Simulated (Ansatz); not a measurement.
## Al15ZnO24: geometry relaxation (part 3 of 3)

Continued. System: Al15ZnO24 (defect cell, 40 atoms in the cell). Method: DFT PBE, scalar-relativistic, plane waves, PAW, spin-polarised (Ansatz 0.2.0); cutoff 420 eV, 3×3×3 k-mesh, Gaussian smearing of 0.05 eV, collinear spins. The structure derives from a Materials Project entry.

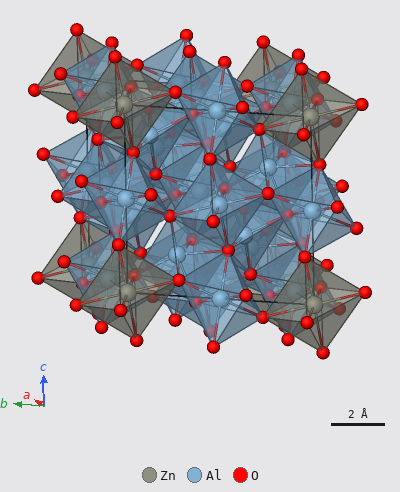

Fig. 1: The geometry at step 5 of the log (polyhedral view of the cell of the calculation, seen at an oblique angle; polyhedra are completed across the faces of the cell).

### Output, continued
```
--- Per-component energies (eV) ---
  E_band       = 179.487980
  E_kinetic    = 4840.750247
  E_local      = -10532.191134  (includes V_loc(G=0)·N_el)
  E_nonlocal   = 1907.830708
  E_hartree    = 4050.249509
  E_xc         = -2551.167829
  E_vxc        = -2810.160378  (∫ρ·V_xc dr)
  E_paw        = -12648.525306  (= ΣΔE_a)
  E_vpaw       = -1327.303515  (= ΣTr[D̂ρ^β])
  E_aug_tail   = 0.060142  (compensation charges beyond the density's cutoff)
  E_ewald      = -10117.713550
  E_smearing   = -0.015088  (= −TS)
  E_closure    = 0.000000  (closes the sum)
  Σ components = -25050.722301   (vs F -25050.722301, Δ=0.00e0)
--- Forces (eV/Å), atoms counted from 1 ---
  atom   1  Zn    -0.00315026     0.00252328     0.00176485
  atom   2  Al     0.00037333    -0.00028169     0.00122853
  atom   3  Al    -0.00548241    -0.00343812    -0.00124952
  atom   4  Al     0.00184996     0.00009888    -0.00595170
  atom   5  Al     0.00005365    -0.00500746     0.00296647
  atom   6  Al     0.00378344    -0.00110693     0.00176608
  atom   7  Al    -0.00096547     0.00714989    -0.00295541
  atom   8  Al    -0.01091329     0.00270767     0.00443759
  atom   9  Al     0.00095504     0.00223174    -0.01373570
  atom  10  Al     0.00358329     0.01359142     0.00086842
  atom  11  Al     0.01489901    -0.01365657     0.00043751
  atom  12  Al    -0.01113625    -0.01221563    -0.00947729
  atom  13  Al     0.00205767    -0.00068690     0.00782922
  atom  14  Al     0.00586787    -0.01783965    -0.01456755
  atom  15  Al    -0.01297401     0.01192433    -0.00293024
  atom  16  Al     0.00697119     0.00891397     0.00530267
  atom  17  O     -0.00532123     0.00159146    -0.00188055
  atom  18  O      0.00093641     0.00155351    -0.00102302
  atom  19  O      0.01068177    -0.00349028     0.00158208
  atom  20  O     -0.00303528    -0.00284418    -0.00493713
  atom  21  O     -0.00037673    -0.00667081     0.00073481
  atom  22  O     -0.00362532    -0.00677533     0.00117943
  atom  23  O     -0.00649550    -0.00202444    -0.00004009
  atom  24  O      0.00885106     0.00616842     0.00349804
  atom  25  O     -0.00298356     0.00312159     0.00520619
  atom  26  O      0.00050209    -0.00385928    -0.00012655
  atom  27  O     -0.00931001     0.00137071     0.00158852
  atom  28  O      0.00550541     0.00725820     0.00066483
  atom  29  O      0.00121960    -0.00193646    -0.00327673
  atom  30  O     -0.00351865     0.00319039     0.00295887
  atom  31  O      0.00263093    -0.00053808     0.00216636
  atom  32  O      0.00835073     0.00305588    -0.00033434
  atom  33  O      0.00338384     0.00203396    -0.00248919
  atom  34  O     -0.00107155     0.00466108     0.00235625
  atom  35  O      0.00020226     0.00402551     0.00072788
  atom  36  O     -0.00590429    -0.00675608     0.00322680
  atom  37  O      0.00435383    -0.00104240     0.00648767
  atom  38  O      0.00138550    -0.00130822    -0.00013674
  atom  39  O     -0.00490588     0.00459004     0.00089621
  atom  40  O      0.00279230    -0.00026411     0.00523802
  max |Σ_I F_I| component: 2.05e-5 eV/Å
--- Relaxed structure (5 steps of the walk, 5 accepted, 0 SCFs on fresh bases) ---
  F+E_penalty+E_count = -25050.72230128 eV   max|allowed force component| = 1.784e-2 eV/Å
  atoms:
    - { symbol: Zn, position: [0.0009977913772727834, 0.0002831244193741261, -0.00016618086889054338] }
    - { symbol: Al, position: [0.5009713890209566, 0.5002254560273364, -0.000187307452908958] }
    - { symbol: Al, position: [0.5009509610887448, 0.000253190132718073, 0.4998615592487421] }
    - { symbol: Al, position: [0.0010243250866066034, 0.5002432190740265, 0.4998624529109629] }
    - { symbol: Al, position: [0.5009728708251273, 0.5002228070558701, 0.4998859591337749] }
    - { symbol: Al, position: [0.0010204449300136864, 0.0002513094842080954, 0.4998802373231557] }
    - { symbol: Al, position: [0.0010023394210228465, 0.5003439922886117, -0.00021225110100969724] }
    - { symbol: Al, position: [0.5009757676673812, 0.00031891473950063087, -0.00018947099107952114] }
    - { symbol: Al, position: [0.6944520230781338, 0.6937251797493933, 0.6933292809040078] }
    - { symbol: Al, position: [0.19587569443451833, 0.19340047547986292, 0.6914665895343695] }
    - { symbol: Al, position: [0.19414347738844595, 0.6918357004463782, 0.19474297132441482] }
    - { symbol: Al, position: [0.6927389206605936, 0.19512224005999168, 0.19313720693598774] }
    - { symbol: Al, position: [0.3075746481516348, 0.3067850702127627, 0.3063503670116861] }
    - { symbol: Al, position: [0.8062083599849248, 0.8071446196173454, 0.3083587397992301] }
    - { symbol: Al, position: [0.8078580094832282, 0.3086499994170289, 0.8049758909961351] }
    - { symbol: Al, position: [0.3092883785327296, 0.8053907215797422, 0.806635754211212] }
    - { symbol: O, position: [0.4166777394460714, 0.5588226830844223, 0.2520639633620776] }
    - { symbol: O, position: [0.9086336874853767, 0.06280729459817158, 0.26365948069204165] }
    - { symbol: O, position: [0.9161768535850059, 0.5618408094514479, 0.750975805512248] }
    - { symbol: O, position: [0.41601885265280136, 0.05938076789563573, 0.751902083009086] }
    - { symbol: O, position: [0.44237587442139237, 0.7479867932221954, 0.5841859806679289] }
    - { symbol: O, position: [0.9418788638580994, 0.24822640308301946, 0.5848440417329014] }
    - { symbol: O, position: [0.9383855467215942, 0.7365617269029208, 0.09233054008794267] }
    - { symbol: O, position: [0.4394282519522159, 0.2490828977766282, 0.08461713412804908] }
    - { symbol: O, position: [0.7487411792404165, 0.5845619892940024, 0.44126691914513416] }
    - { symbol: O, position: [0.24988084179704845, 0.08509367371486498, 0.4382079541960736] }
    - { symbol: O, position: [0.24886679916202392, 0.5852819848333727, 0.9407289335110127] }
    - { symbol: O, position: [0.7373437084221677, 0.09265485480290747, 0.9372455227542118] }
    - { symbol: O, position: [0.25323568241013483, 0.4159486955514771, 0.5584383747757351] }
    - { symbol: O, position: [0.7520889833894697, 0.9154328314756377, 0.5614978675185797] }
    - { symbol: O, position: [0.7530470200665786, 0.41523114993336147, 0.05889557427905695] }
    - { symbol: O, position: [0.2647769679432788, 0.9077447248415078, 0.06233690197648134] }
    - { symbol: O, position: [0.5595963185915127, 0.25249085086134765, 0.4155624617302524] }
    - { symbol: O, position: [0.06007275341576185, 0.7522863728361187, 0.4148633060197058] }
    - { symbol: O, position: [0.06357339671026951, 0.26404236890571026, 0.9073640640416687] }
    - { symbol: O, position: [0.5625333294364325, 0.7513503517623339, 0.9150276320484794] }
    - { symbol: O, position: [0.5852759398466076, 0.4415896468452887, 0.7476019413025661] }
    - { symbol: O, position: [0.09344109584616395, 0.9377272581422396, 0.7360578497053917] }
    - { symbol: O, position: [0.08583438935454835, 0.4386595116981764, 0.24867921520988032] }
    - { symbol: O, position: [0.5860088770136953, 0.9411569794030631, 0.24781394147370522] }
--- Löwdin populations: 40 sites ---
  site symbol       q [e]    m [muB]
     0     Zn     10.3229     0.1245
     1     Al      1.7182    -0.0013
     2     Al      1.7183    -0.0012
     3     Al      1.7183    -0.0012
     4     Al      1.7071    -0.0005
     5     Al      1.7121    -0.0033
     6     Al      1.7122    -0.0033
     7     Al      1.7121    -0.0033
     8     Al      1.7017    -0.0002
     9     Al      1.7203    -0.0038
    10     Al      1.7202    -0.0038
    11     Al      1.7202    -0.0038
    12     Al      1.7018    -0.0002
    13     Al      1.7205    -0.0038
    14     Al      1.7203    -0.0038
    15     Al      1.7202    -0.0038
    16      O      6.7972     0.0066
    17      O      6.8323     0.1130
    18      O      6.7921     0.0170
    19      O      6.7946     0.0152
    20      O      6.7973     0.0065
    21      O      6.7946     0.0152
    22      O      6.8317     0.1144
    23      O      6.7921     0.0171
    24      O      6.7972     0.0066
    25      O      6.7921     0.0169
    26      O      6.7946     0.0153
    27      O      6.8315     0.1149
    28      O      6.7973     0.0065
    29      O      6.7921     0.0168
    30      O      6.7945     0.0153
    31      O      6.8314     0.1149
    32      O      6.7973     0.0065
    33      O      6.7946     0.0151
    34      O      6.8317     0.1143
    35      O      6.7920     0.0172
    36      O      6.7972     0.0066
    37      O      6.8324     0.1129
    38      O      6.7920     0.0170
    39      O      6.7945     0.0152
  spilling = 0.008255 (of n_electrons = 201.000000)
settings of this run that can trade accuracy for cost: output.eigenvalues: false. Do not mix this run's numbers with those of runs without the same settings; the input reference describes each key
```

### Trajectory as extended XYZ (Å, eV, eV/Å), 2 of the 5 frames kept, from step=1 to step=5
```
40
Lattice="-4.7976 -2.7699 4.4627 4.7976 -2.7699 4.4627 0.0000 5.5398 4.4627" Properties=species:S:1:pos:R:3:forces:R:3 step=1 energy=-25049.99165
Zn    0.0023   -0.0046    0.0344   -0.5178   0.1408  -0.6223
Al    0.0000   -2.7699    4.4627    0.3389  -0.0719  -0.1417
Al   -2.3988    1.3849    4.4627    0.0117  -0.5112  -0.1207
Al    2.3988    1.3849    4.4627   -0.1891   0.3083  -0.1777
Al    0.0000    0.0000    6.6941   -0.1048  -0.0302   0.0069
Al    0.0000    2.7699    2.2314    0.1426  -0.0442   0.7628
Al    2.3988   -1.3849    2.2314   -0.0384  -0.2016   0.2512
Al   -2.3988   -1.3849    2.2314   -0.2584   0.0787   0.3356
Al    0.0000    0.0000    9.2806   -0.1193  -0.0263   0.0937
Al   -0.0176    2.7814    4.8271    0.4179  -0.1851  -0.2483
Al    2.3736   -1.3681    4.8175    0.7560  -0.9284  -0.1723
Al   -2.3826   -1.4014    4.8455   -0.7713   0.5523  -0.3628
Al    0.0000    0.0000    4.1075   -0.1290   0.2012  -0.1305
Al   -0.0264   -2.7752    8.6462    0.8606  -0.0966  -1.1118
Al   -2.3872    1.3930    8.5751   -0.7367  -0.1897  -0.3024
Al    2.3923    1.3111    8.5731    0.1782   1.8037   0.0037
O     0.6910   -1.2973    5.4640   -0.2195  -0.0500   0.3537
O    -4.1000   -1.2919    5.5003    0.8550   1.4858   0.9158
O    -1.7078    0.0876    9.9267    0.0024  -0.0312   0.2964
O    -1.7078    2.8575    5.4640   -0.4385  -0.6393   0.6335
O     1.4690   -0.0502    7.9241   -0.3172  -0.6217  -0.4579
O    -3.3286   -0.0502    7.9241    0.2710   0.0305  -0.0783
O    -0.9465   -4.1669    7.9348   -0.7539   0.6377  -0.8917
O    -0.9298   -1.4352    3.4614   -0.0104  -0.3015  -0.1201
O    -0.7780   -1.2471    7.9241   -0.0569  -0.0622  -0.0310
O    -0.7780    1.5228    3.4614   -0.2069  -0.3596  -0.1647
O     1.6208    2.9078    7.9241   -0.0227  -0.3440  -0.0397
O    -3.2192    2.8976    7.8939    1.9973  -0.0338  -0.6220
O     0.7780    1.2471    5.4640    0.0532   0.0013   0.2662
O     0.7780   -1.5228    9.9267    0.0078   0.1454   0.3343
O    -1.6208   -2.9078    5.4640    0.1255  -0.1660   0.1849
O     3.1719   -2.9693    5.4493   -1.7154   0.9741   0.9764
O    -1.4690    0.0502    5.4640    0.0750   0.0443   0.3431
O     3.3286    0.0502    5.4640   -0.2642   0.1318   0.4840
O     0.9194    4.1960    5.4693    1.3521  -1.2944   1.3576
O     0.9298    1.4352    9.9267   -0.1854  -0.0149   0.1426
O    -0.6910    1.2973    7.9241    0.0924   0.1587  -0.2202
O     4.0772    1.2257    7.9588   -0.1629  -0.7417  -1.6424
O     1.7078   -0.0876    3.4614   -0.0749   0.1810  -0.1819
O     1.7078   -2.8575    7.9241   -0.2442   0.0699   0.0979
40
Lattice="-4.7976 -2.7699 4.4627 4.7976 -2.7699 4.4627 0.0000 5.5398 4.4627" Properties=species:S:1:pos:R:3:forces:R:3 step=5 energy=-25050.72230
Zn   -0.0034   -0.0045    0.0050   -0.0032   0.0025   0.0018
Al   -0.0036   -2.7742    4.4672    0.0004  -0.0003   0.0012
Al   -2.4021    1.3808    4.4675   -0.0055  -0.0034  -0.0013
Al    2.3951    1.3807    4.4678    0.0019   0.0001  -0.0060
Al   -0.0036   -0.0039    6.6989    0.0001  -0.0050   0.0030
Al   -0.0037    2.7657    2.2365    0.0038  -0.0011   0.0018
Al    2.3956   -1.3899    2.2364   -0.0010   0.0072  -0.0030
Al   -2.4020   -1.3896    2.2363   -0.0109   0.0027   0.0044
Al   -0.0035   -0.0042    9.2892    0.0010   0.0022  -0.0137
Al   -0.0119    2.7523    4.8230    0.0036   0.0136   0.0009
Al    2.3877   -1.3752    4.8229    0.0149  -0.0137   0.0004
Al   -2.3874   -1.3893    4.8242   -0.0111  -0.0122  -0.0095
Al   -0.0038   -0.0046    4.1089    0.0021  -0.0007   0.0078
Al    0.0045   -2.7606    8.5760    0.0059  -0.0178  -0.0146
Al   -2.3950    1.3668    8.5750   -0.0130   0.0119  -0.0029
Al    2.3801    1.3810    8.5743    0.0070   0.0089   0.0053
O     0.6820   -1.3057    5.4783   -0.0053   0.0016  -0.0019
O    -4.0579   -1.2302    5.5119    0.0009   0.0016  -0.0010
O    -1.7000    0.0663    9.9473    0.0107  -0.0035   0.0016
O    -1.7110    2.8486    5.4771   -0.0030  -0.0028  -0.0049
O     1.4662   -0.0609    7.9193   -0.0004  -0.0067   0.0007
O    -3.3279   -0.0566    7.9211   -0.0036  -0.0068   0.0012
O    -0.9683   -4.1279    7.8868   -0.0065  -0.0020   0.0000
O    -0.9132   -1.4383    3.4502    0.0089   0.0062   0.0035
O    -0.7877   -1.2486    7.9194   -0.0030   0.0031   0.0052
O    -0.7906    1.4997    3.4505    0.0005  -0.0039  -0.0001
O     1.6140    2.9009    7.9208   -0.0093   0.0014   0.0016
O    -3.0930    2.8931    7.8867    0.0055   0.0073   0.0007
O     0.7806    1.2401    5.4785    0.0012  -0.0019  -0.0033
O     0.7837   -1.5083    9.9475   -0.0035   0.0032   0.0030
O    -1.6207   -2.9097    5.4765    0.0026  -0.0005   0.0022
O     3.0847   -2.9024    5.5108    0.0084   0.0031  -0.0003
O    -1.4734    0.0527    5.4786    0.0034   0.0020  -0.0025
O     3.3210    0.0481    5.4767   -0.0011   0.0047   0.0024
O     0.9618    4.1191    5.5114    0.0002   0.0040   0.0007
O     0.9059    1.4297    9.9470   -0.0059  -0.0068   0.0032
O    -0.6893    1.2972    7.9189    0.0044  -0.0010   0.0065
O     4.0505    1.2214    7.8866    0.0014  -0.0013  -0.0001
O     1.6927   -0.0752    3.4504   -0.0049   0.0046   0.0009
O     1.7039   -2.8573    7.9212    0.0028  -0.0003   0.0052
```

### Results in brief

| quantity | value |
| --- | --- |
| outcome | converged |
| electrons treated | 201 |
| free energy | −25050.7223 eV |
| Fermi energy | 7.463 eV |
| net moment of the cell | 1.00 μB |
| integrated absolute moment | 1.09 μB |
| final volume | 355.83 Å³ |
| largest force (length of the vector) at the end | 0.024 eV/Å |
| hardware | 4 threads of Arm Neoverse V2, 24 GiB of memory available, shared host |
| wall time | 3.5 min (CPU time 14 min) |
| peak memory | 1.9 GiB |
